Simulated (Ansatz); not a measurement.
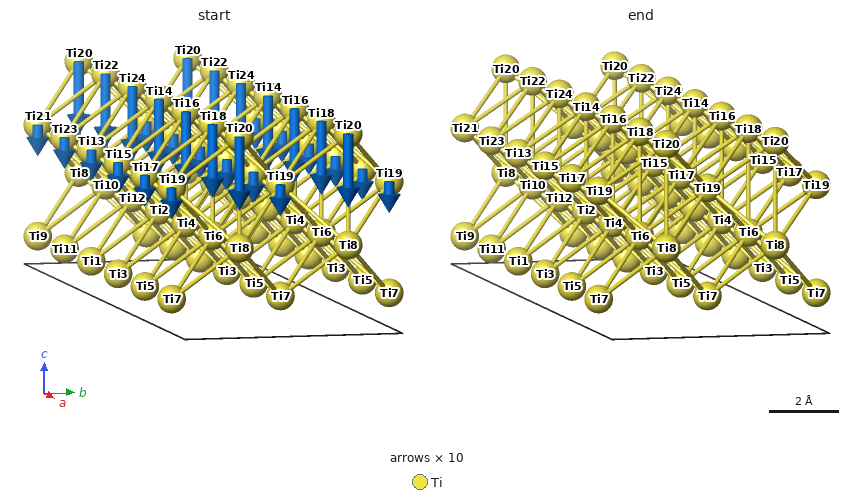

The structure of a slab of composition Ti (cut from the Im-3m phase) before (left) and after (right) a constrained relaxation, at one scale. The blue arrows give the displacements, 10 times their true length.

Style: ball-and-stick. Shown: the 1 × 2 repeat of the cell, outlined in the plane, without the vacuum (origin shifted), slightly off an axis.

Case: flat (0 0 1) slab. 12 atoms are held fixed.

The calculation used DFT PBE, scalar-relativistic, plane waves, PAW in Ansatz.

Input
```yaml
crystal:
  lattice:
    - [19.533033156, 0.0, 0.0]
    - [0.0, 3.255505526, 0.0]
    - [0.0, 0.0, 18.511011052]
  atoms:
    - { symbol: Ti, position: [0.0, 0.0, 0.081032851] }
    - { symbol: Ti, position: [0.0833333333, 0.5, 0.168967149] }
    - { symbol: Ti, position: [0.1666666667, 0.0, 0.081032851] }
    - { symbol: Ti, position: [0.25, 0.5, 0.168967149] }
    - { symbol: Ti, position: [0.3333333333, 0.0, 0.081032851] }
    - { symbol: Ti, position: [0.4166666667, 0.5, 0.168967149] }
    - { symbol: Ti, position: [0.5, 0.0, 0.081032851] }
    - { symbol: Ti, position: [0.5833333333, 0.5, 0.168967149] }
    - { symbol: Ti, position: [0.6666666667, 0.0, 0.081032851] }
    - { symbol: Ti, position: [0.75, 0.5, 0.168967149] }
    - { symbol: Ti, position: [0.8333333333, 0.0, 0.081032851] }
    - { symbol: Ti, position: [0.9166666667, 0.5, 0.168967149] }
    - { symbol: Ti, position: [0.0, 0.0, 0.2569014471] }
    - { symbol: Ti, position: [0.0833333333, 0.5, 0.3448357451] }
    - { symbol: Ti, position: [0.1666666667, 0.0, 0.2569014471] }
    - { symbol: Ti, position: [0.25, 0.5, 0.3448357451] }
    - { symbol: Ti, position: [0.3333333333, 0.0, 0.2569014471] }
    - { symbol: Ti, position: [0.4166666667, 0.5, 0.3448357451] }
    - { symbol: Ti, position: [0.5, 0.0, 0.2569014471] }
    - { symbol: Ti, position: [0.5833333333, 0.5, 0.3448357451] }
    - { symbol: Ti, position: [0.6666666667, 0.0, 0.2569014471] }
    - { symbol: Ti, position: [0.75, 0.5, 0.3448357451] }
    - { symbol: Ti, position: [0.8333333333, 0.0, 0.2569014471] }
    - { symbol: Ti, position: [0.9166666667, 0.5, 0.3448357451] }
basis:
  ecutwfc: 420
kpoints:
  mp_grid: { grid: [2, 10, 1] }
hamiltonian:
  xc: pbe
scf:
  occupations: { method: gaussian, width: 0.1 }
output:
  forces: true
  eigenvalues: true
  populations: true
  write_density: true
  write_potential: true
  elf: true
  volumetric_format: npy
relax:
  adjacent_minimum: "off"
  f_tol: 0.02
  max_steps: 45
  constraints: [{ sites: [0, 1, 2, 3, 4, 5, 6, 7, 8, 9, 10, 11] }]
efield:
  axis: 3
  dipole_correction: true
  ramp_width: 0.04
```

Run as
```bash
ansatz run input.yaml --threads 4 --pin off --max-ram 9216MiB --backend cpu --events-out ev --progress --plain --runs-dir out
```

Summarise the run.

Answer. The energy falls by 0.299 eV per cell of the calculation in 3 accepted moves (4 points after the start). The largest force component goes from 0.59 to 0.0094 eV/Å. 1 step only repeated the SCF at the same geometry. The largest moves, 0.22 Å, are those of Ti14, Ti16, Ti18, Ti20, Ti22 and Ti24. Ti14 goes along the normal (−c). The cell stays as it was. Some distances before and after: Ti10–Ti22 3.256 → 3.039 Å, Ti11–Ti23 3.256 → 3.163 Å, Ti13–Ti14 2.819 → 2.750 Å, Ti10–Ti21 2.819 → 2.767 Å. Among the angles between lasting bonds that change: Ti15–Ti16–Ti17 109.5° → 113.7°, Ti15–Ti16–Ti15 70.5° → 72.6°. Cost: 4.3 min on 4 threads of Intel(R) Xeon(R) 6975P-C (Granite Rapids) (shared host), peak memory 4.5 GiB.
